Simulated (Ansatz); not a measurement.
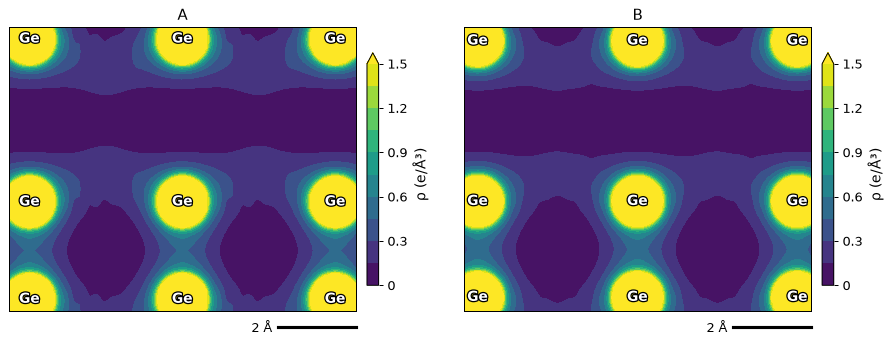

Ge. The valence pseudo-density of two cells that differ in size and shape, on the (010) plane of each (indices in the axes of the calculation cell), at one length scale and on one colour scale; one has 22.5 and the other 24.2 Å³ an atom.

Space group P6₃/mmc; a structure from a database of computed crystals, not necessarily the ambient phase.

All numbers below come from DFT r2SCAN, scalar-relativistic, plane waves, PAW in Ansatz.

The larger cell:

```
Ge
1.0
     4.11552    0.00000    0.00000
    -2.05776    3.56414    0.00000
     0.00000    0.00000    6.60271
Ge
4
Direct
  0.66667 0.33333 0.06298
  0.33333 0.66667 0.56298
  0.66667 0.33333 0.43702
  0.33333 0.66667 0.93702
```

The smaller cell: a = 3.936 Å, b = 3.936 Å, c = 6.702 Å, α = 90.00°, β = 90.00°, γ = 120.00°.

### Which is the denser cell? Describe the effect of the change.

Panel A is the smaller cell, by 7 % in volume. From the larger cell to the smaller, Ge–Ge goes from 2.47 to 2.51 Å, and the density at its midpoint from 0.49 to 0.46 e/Å³; the pressure goes from −3.5 to 1.3 GPa.
